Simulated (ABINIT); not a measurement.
## G0W0 calculation, with input and output: Ge (part 1 of 3)

- system: Ge (4 atoms in the cell)
- method: Kohn-Sham DFT of a periodic cell, PBEsol, PseudoDojo NC SR PBEsol v0.4 stringent, G0W0, no spin polarisation (ABINIT 10.8.3)

The structure derives from a Materials Project entry.

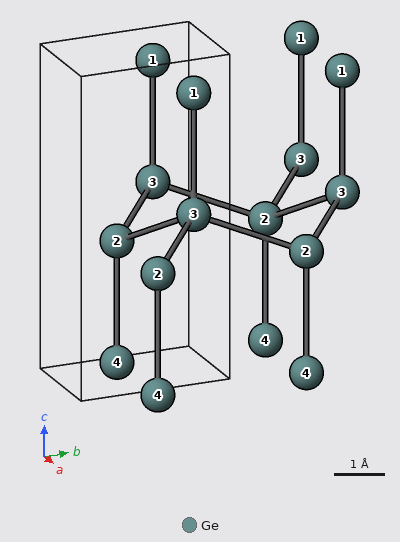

The structure (ball-and-stick view of the cell of the calculation, repeated 2 × 2 × 1, seen slightly off an axis; atoms are numbered from 1 in the order of the input). An atom can appear more than once, as a periodic image. Near neighbours in the periodic cell (some may lie outside the picture): Ge has 4 Ge at 2.45 to 2.47 Å.

## Input file
```
ndtset 4

pp_dirpath "./"
pseudos "Ge.upf"

acell 3*1.0 Angstrom
rprim
     3.9975858431     0.0000000000     0.0000000000
    -1.9987929216     3.4620108940     0.0000000000
     0.0000000000     0.0000000000     6.5993779500
ntypat 1
znucl 32
natom 4
typat 1 1 1 1
xred
            1/3            2/3   0.9370987500
            2/3            1/3   0.4370987500
            1/3            2/3   0.5629012500
            2/3            1/3   0.0629012500

ecut 62.0

kptopt 1
ngkpt 3 3 1
nshiftk 1
shiftk 0.0 0.0 0.0
istwfk *1

ixc -116133

occopt 1

nstep 80
diemac 6.0

iomode 3
prteig 0
prtebands 0

nband1 44
tolvrs1 1.0e-12
prtden1 1
prtwf1 0

iscf2 -2
getden2 1
nband2 355
nbdbuf2 32
tolwfr2 1.0e-12
nstep2 120
prtden2 0

optdriver3 3
getwfk3 2
nband3 323
ecuteps3 5.5
ecutwfn3 37.0
inclvkb3 2
gwcalctyp3 2
nfreqim3 8
nfreqre3 24
freqremax3 30.0 eV

optdriver4 4
getwfk4 2
nband4 323
ecuteps4 5.5
ecutsigx4 62.0
ecutwfn4 62.0
symsigma4 1
getscr4 3
gwcalctyp4 2
gw_qprange4 0
```

Machine: 4 threads of Arm Neoverse V2, 128 GiB of memory available, shared host.

Launched with:
```bash
mpirun --bind-to none -np 4 abinit run.abi > log 2>&1
```

## What the program printed
```
.Version 10.8.3 of ABINIT
 DATASET    1 : space group P6_3/m m c (#194); Bravais hP (primitive hexag.)
================================================================================
 Values of the parameters that define the memory need for DATASET  1.
     intxc =       0    ionmov =       0      iscf =       7    lmnmax =       6
     lnmax =       6     mgfft =      90  mpssoang =       3    mqgrid =    4421
     natom =       4  nloc_mem =       1    nspden =       1   nspinor =       1
    nsppol =       1      nsym =      24    n1xccc =    2501    ntypat =       1
    occopt =       1   xclevel =       2
       mpw =       14415          nfft =      262440          nkpt =           3
================================================================================
================================================================================

 DATASET    2 : space group P6_3/m m c (#194); Bravais hP (primitive hexag.)
================================================================================
 Values of the parameters that define the memory need for DATASET  2.
     intxc =       0    ionmov =       0      iscf =      -2    lmnmax =       6
     lnmax =       6     mgfft =      90  mpssoang =       3    mqgrid =    4421
     natom =       4  nloc_mem =       1    nspden =       1   nspinor =       1
    nsppol =       1      nsym =      24    n1xccc =    2501    ntypat =       1
    occopt =       1   xclevel =       2
       mpw =       14415          nfft =      262440          nkpt =           3
================================================================================
================================================================================

 DATASET    3 : space group P6_3/m m c (#194); Bravais hP (primitive hexag.)
================================================================================
 Values of the parameters that define the memory need for DATASET  3.
     intxc =       0    ionmov =       0      iscf =       7    lmnmax =       6
     lnmax =       6     mgfft =      72  mpssoang =       3    mqgrid =    3415
     natom =       4  nloc_mem =       1    nspden =       1   nspinor =       1
    nsppol =       1      nsym =      24    n1xccc =    2501    ntypat =       1
    occopt =       1   xclevel =       2
       mpw =        6617          nfft =      145800          nkpt =           3
================================================================================
================================================================================

 DATASET    4 : space group P6_3/m m c (#194); Bravais hP (primitive hexag.)
================================================================================
 Values of the parameters that define the memory need for DATASET  4.
     intxc =       0    ionmov =       0      iscf =       7    lmnmax =       6
     lnmax =       6     mgfft =      90  mpssoang =       3    mqgrid =    4421
     natom =       4  nloc_mem =       1    nspden =       1   nspinor =       1
    nsppol =       1      nsym =      24    n1xccc =    2501    ntypat =       1
    occopt =       1   xclevel =       2
       mpw =       14415          nfft =      262440          nkpt =           3
================================================================================
================================================================================

--------------------------------------------------------------------------------
------------- Echo of variables that govern the present computation ------------
--------------------------------------------------------------------------------
 -outvars: echo values of preprocessed input variables --------
            acell      1.8897261259E+00  1.8897261259E+00  1.8897261259E+00 Bohr
              amu      7.26100000E+01
           diemac      6.00000000E+00
             ecut1     6.20000000E+01 Hartree
             ecut2     6.20000000E+01 Hartree
             ecut3     3.70000000E+01 Hartree
             ecut4     6.20000000E+01 Hartree
          ecuteps1     0.00000000E+00 Hartree
          ecuteps2     0.00000000E+00 Hartree
          ecuteps3     5.50000000E+00 Hartree
          ecuteps4     5.50000000E+00 Hartree
         ecutsigx1     0.00000000E+00 Hartree
         ecutsigx2     0.00000000E+00 Hartree
         ecutsigx3     0.00000000E+00 Hartree
         ecutsigx4     6.20000000E+01 Hartree
          ecutwfn1     0.00000000E+00 Hartree
          ecutwfn2     0.00000000E+00 Hartree
          ecutwfn3     3.70000000E+01 Hartree
          ecutwfn4     6.20000000E+01 Hartree
        freqremax1     0.00000000E+00 Hartree
        freqremax2     0.00000000E+00 Hartree
        freqremax3     1.10247967E+00 Hartree
        freqremax4     0.00000000E+00 Hartree
           getden1          0
           getden2          1
           getden3          0
           getden4          0
           getscr1          0
           getscr2          0
           getscr3          0
           getscr4          3
           getwfk1          0
           getwfk2          0
           getwfk3          2
           getwfk4          2
        gwcalctyp1          0
        gwcalctyp2          0
        gwcalctyp3          2
        gwcalctyp4          2
             iscf1          7
             iscf2         -2
             iscf3          7
             iscf4          7
              ixc     -116133
           jdtset        1    2    3    4
         kptrlatt        3    0    0      0    3    0      0    0    1
          kptrlen      1.24710169E+01
            natom           4
            nband1         44
            nband2        355
            nband3        323
            nband4        323
           nbdbuf1          0
           nbdbuf2         32
           nbdbuf3          0
           nbdbuf4          0
           ndtset           4
          nfreqim1         -1
          nfreqim2         -1
          nfreqim3          8
          nfreqim4         -1
          nfreqre1         -1
          nfreqre2         -1
          nfreqre3         24
          nfreqre4         -1
            ngfft1         54      54      90
            ngfft2         54      54      90
            ngfft3         45      45      72
            ngfft4         54      54      90
             nkpt           3
           npweps1          0
           npweps2          0
           npweps3        373
           npweps4        373
          npwsigx1          0
          npwsigx2          0
          npwsigx3          0
          npwsigx4      14415
            nstep1         80
            nstep2        120
            nstep3         80
            nstep4         80
             nsym          24
           ntypat           1
        optdriver1          0
        optdriver2          0
        optdriver3          3
        optdriver4          4
           prtden1          1
           prtden2          0
           prtden3          1
           prtden4          1
        prtebands           0
           prteig           0
            prtwf1          0
            prtwf2          1
            prtwf3          1
            prtwf4          1
            rprim      3.9975858431E+00  0.0000000000E+00  0.0000000000E+00
                      -1.9987929216E+00  3.4620108940E+00  0.0000000000E+00
                       0.0000000000E+00  0.0000000000E+00  6.5993779500E+00
          spgroup         194
           tolvrs1     1.00000000E-12
           tolvrs2     0.00000000E+00
           tolvrs3     0.00000000E+00
           tolvrs4     0.00000000E+00
           tolwfr1     0.00000000E+00
           tolwfr2     1.00000000E-12
           tolwfr3     0.00000000E+00
           tolwfr4     0.00000000E+00
            typat      1  1  1  1
           xangst     -3.3333590531E-11  2.3080072627E+00  6.1842688277E+00
                       1.9987929215E+00  1.1540036313E+00  2.8845798527E+00
                      -3.3333590531E-11  2.3080072627E+00  3.7147980973E+00
                       1.9987929215E+00  1.1540036313E+00  4.1510912228E-01
            xcart     -6.2991356897E-11  4.3615016230E+00  1.1686574373E+01
                       3.7771712041E+00  2.1807508115E+00  5.4510659100E+00
                      -6.2991356897E-11  4.3615016230E+00  7.0199510169E+00
                       3.7771712041E+00  2.1807508115E+00  7.8444255347E-01
             xred      3.3333333333E-01  6.6666666667E-01  9.3709875000E-01
                       6.6666666667E-01  3.3333333333E-01  4.3709875000E-01
                       3.3333333333E-01  6.6666666667E-01  5.6290125000E-01
                       6.6666666667E-01  3.3333333333E-01  6.2901250000E-02
            znucl       32.00000

================================================================================

 chkinp: Checking input parameters for consistency, jdtset=   1.

 chkinp: Checking input parameters for consistency, jdtset=   2.

 chkinp: Checking input parameters for consistency, jdtset=   3.

 chkinp: Checking input parameters for consistency, jdtset=   4.

================================================================================
== DATASET  1 ==================================================================
     --> not optimal distribution: autoparal keyword recommended in input file <--

--- !DatasetInfo
iteration_state: {dtset: 1, }
dimensions: {natom: 4, nkpt: 3, mband: 44, nsppol: 1, nspinor: 1, nspden: 1, mpw: 14415, }
cutoff_energies: {ecut:  62.0, pawecutdg:  -1.0, }
electrons: {nelect:   8.80000000E+01, charge:   0.00000000E+00, occopt:   1.00000000E+00, tsmear:   1.00000000E-02, }
meta: {optdriver: 0, ionmov: 0, optcell: 0, iscf: 7, paral_kgb: 0, }
...

 Real(R)+Recip(G) space primitive vectors, cartesian coordinates (Bohr,Bohr^-1):
 R(1)=  7.5543424  0.0000000  0.0000000  G(1)=  0.1323742  0.0764263  0.0000000
 R(2)= -3.7771712  6.5422524  0.0000000  G(2)=  0.0000000  0.1528526  0.0000000
 R(3)=  0.0000000  0.0000000 12.4710169  G(3)=  0.0000000  0.0000000  0.0801859
 Unit cell volume ucvol=  6.1634777E+02 bohr^3
 Angles (23,13,12)=  9.00000000E+01  9.00000000E+01  1.20000000E+02 degrees

 getcut: wavevector=  0.0000  0.0000  0.0000  ngfft=  54  54  90
         ecut(hartree)=     62.000   => boxcut(ratio)=   2.01714

--- Pseudopotential description ------------------------------------------------
- pspini: atom type   1  psp file is ./Ge.upf
  32.00000  22.00000  180301                  znucl, zion, pspdat
12 -116133 2 -1 1560                          pspcod,pspxc,lmax,lloc,mmax
     nproj     2     2     2

   7.94108724E+03                                ecore*ucvol(ha*bohr**3)
--------------------------------------------------------------------------------

================================================================================

--- !BeginCycle
iteration_state: {dtset: 1, }
solver: {iscf: 7, nstep: 80, nline: 4, wfoptalg: 0, }
tolerances: {tolvrs: 1.00E-12, }
...

     iter   Etot(hartree)      deltaE(h)  residm     vres2
 ETOT  1  -1097.4439616088    -1.097E+03 8.216E-01 2.673E+04
 ETOT  2  -1112.8522364914    -1.541E+01 1.143E-01 4.012E+04
 ETOT  3  -1117.0929269540    -4.241E+00 4.907E-02 8.084E+03
 ETOT  4  -1117.4384032190    -3.455E-01 2.573E-03 4.117E+03
 ETOT  5  -1117.6445421130    -2.061E-01 6.798E-04 1.950E+03
 ETOT  6  -1117.7563038483    -1.118E-01 1.793E-04 7.554E+02
 ETOT  7  -1117.8100134414    -5.371E-02 8.701E-04 1.986E+02
 ETOT  8  -1117.8225136956    -1.250E-02 2.084E-04 7.587E+01
 ETOT  9  -1117.8302536993    -7.740E-03 1.531E-03 1.202E+00
 ETOT 10  -1117.8307175431    -4.638E-04 1.318E-04 7.171E-03
[... 42 further cycles ...]
 ETOT 53  -1117.8313190770     6.594E-12 6.892E-12 3.290E-10
 ETOT 54  -1117.8313190770    -1.023E-11 4.452E-12 5.132E-10
 ETOT 55  -1117.8313190770    -4.320E-11 4.603E-12 5.597E-10
 ETOT 56  -1117.8313190770    -3.820E-11 2.973E-12 2.738E-10
 ETOT 57  -1117.8313190771    -9.095E-12 3.072E-12 4.566E-10
 ETOT 58  -1117.8313190770     6.003E-11 1.985E-12 2.235E-10
 ETOT 59  -1117.8313190770    -3.342E-11 2.052E-12 4.276E-10
 ETOT 60  -1117.8313190771    -3.411E-11 1.325E-12 1.388E-10
 ETOT 61  -1117.8313190770     1.098E-10 1.371E-12 1.908E-11
 ETOT 62  -1117.8313190770    -6.935E-11 8.844E-13 2.128E-13

 At SCF step   62       vres2   =  2.13E-13 < tolvrs=  1.00E-12 =>converged.

 Cartesian components of stress tensor (hartree/bohr^3)
  sigma(1 1)= -3.48598941E-04  sigma(3 2)=  0.00000000E+00
  sigma(2 2)= -3.48598942E-04  sigma(3 1)=  0.00000000E+00
  sigma(3 3)=  2.81002837E-04  sigma(2 1)=  2.96874326E-13
```
